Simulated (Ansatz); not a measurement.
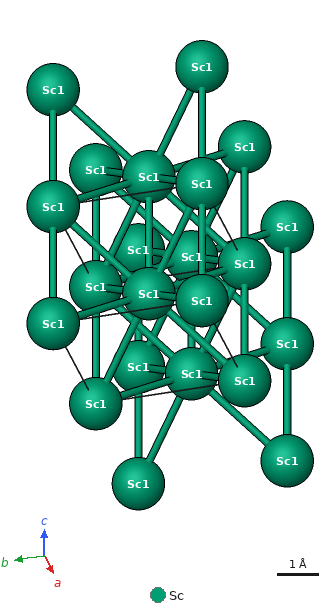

This is a symmetric starting cell of Sc. Style: ball-and-stick. Shown: the conventional cell (2 times the calculation's cell), repeated 2 × 1 × 2 with one cell outlined, from a free direction. Lengths and directions refer to the drawn axes.

Method: DFT PBEsol, scalar-relativistic, plane waves, PAW (Ansatz 0.2.0). Settings: plane-wave cutoff 420 eV; k-point mesh 14 × 14 × 14; occupations gaussian; smearing width 0.1 eV; no spin polarisation.

Change: The cell is strained by +5.3 % along c, +4.3 % along b, −4.2 % along a (volume +5.2 %), the atoms keeping their fractional coordinates. No relaxation follows. The starting cell wasn't computed here and needn't be at equilibrium, so pressure and forces aren't due to the change alone.

Input
```yaml
crystal:
  lattice:
    - [-1.8368170599, 1.9999520747, 1.8086016069]
    - [1.8368170599, -1.9999520747, 1.8086016069]
    - [1.8368170599, 1.9999520747, -1.8086016069]
  atoms:
    - { symbol: Sc, position: [0.0, 0.0, 0.0] }
basis:
  ecutwfc: 420
kpoints:
  mp_grid: { grid: [14, 14, 14] }
hamiltonian:
  xc: pbesol
scf:
  occupations: { method: gaussian, width: 0.1 }
output:
  forces: true
  stress: true
  eigenvalues: true
  populations: true
```

Run as
```bash
ansatz run input.yaml --threads 1 --pin off --max-ram 1331MiB --backend cpu --events-out ev --progress --plain --runs-dir out
```

> What is the effect?

The pressure is −5.1 GPa (not all of it need come from the change, since the unchanged cell can be under pressure at this level too). The principal stresses (compression positive) are −4.1 GPa along b, −5.5 GPa along c, −5.7 GPa along a. All forces vanish by symmetry. Near-neighbour distances before and after: Sc–Sc 3.435 → 3.617 Å, Sc–Sc 3.834 → 3.674 Å, Sc–Sc 3.210 → 3.263 Å. The space group (tolerance 0.01 Å) goes from I4/mmm (No. 139) to Immm (No. 71).

Drawn alike, the variant:

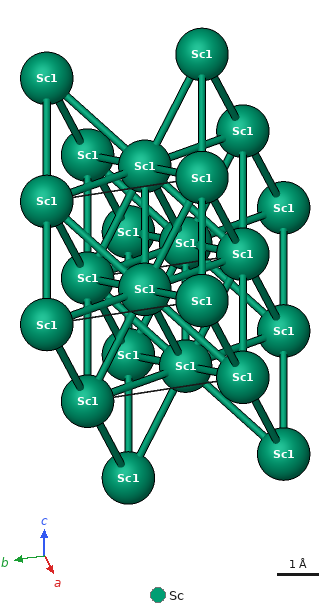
